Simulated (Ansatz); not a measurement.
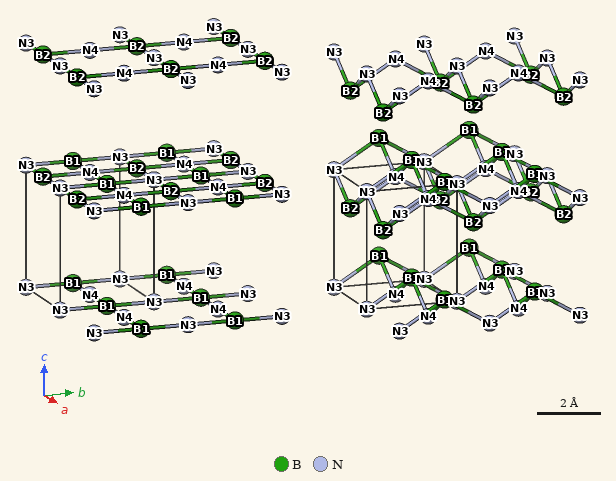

Two geometries of crystalline BN (built on the litharge_129 type) (coarse preliminary run), drawn at one scale. One is the start of a relaxation, the other its converged end. The picture is a ball-and-stick view of the cell of the calculation, repeated 2 × 2 × 2 with one cell outlined, seen slightly off an axis.

Theory: DFT PBE, scalar-relativistic, plane waves, PAW (Ansatz 0.2.0). (plane-wave cutoff 420 eV; k-point mesh 6 × 6 × 4; occupations gaussian; smearing width 0.1 eV; no spin polarisation; cell and atoms relaxed; force threshold 0.04 eV/Å; at most 70 steps)

Which one is relaxed?

Answer. The left one is the relaxed one. Case: litharge type (P4/nmm, No. 129). After 10 accepted moves (12 points after the start) the energy has fallen by 4.255 eV per cell of the calculation. The largest force component goes from 4.6 to 0.0019 eV/Å. Pressure: −23.79 GPa at the start and 0.03 GPa at the end. The SCF was repeated twice at an unchanged geometry on a basis and grid sized afresh for the cell, which shifted the energy by 19.1 meV per cell of the calculation at most. The largest moves relative to the cell, 0.95 Å, are those of B1 and B2. B2 goes along +c. N stays in place. Cell: a = b 3.096 → 3.222 Å (+4.1 %), c 3.912 → 4.059 Å (+3.8 %). Volume +12.4 %. Some distances before and after: B1–B2 2.859 → 2.278 Å, B1–N3 1.800 → 1.611 Å. Bond angles that change, for instance: N3–B1–N3 118.6° → 180.0°, B1–N3–B1 118.6° → 180.0°, B1–N3–B2 105.1° → 90.0°. The space group (tolerance 0.01 Å) goes from P4/nmm (No. 129) to P4/mmm (No. 123). The run took 16 s on 1 thread of Arm Neoverse V1 (shared host), peak memory 0.29 GiB.

Limits of the set-up: the k-point mesh is coarse for a cell with partly filled bands.
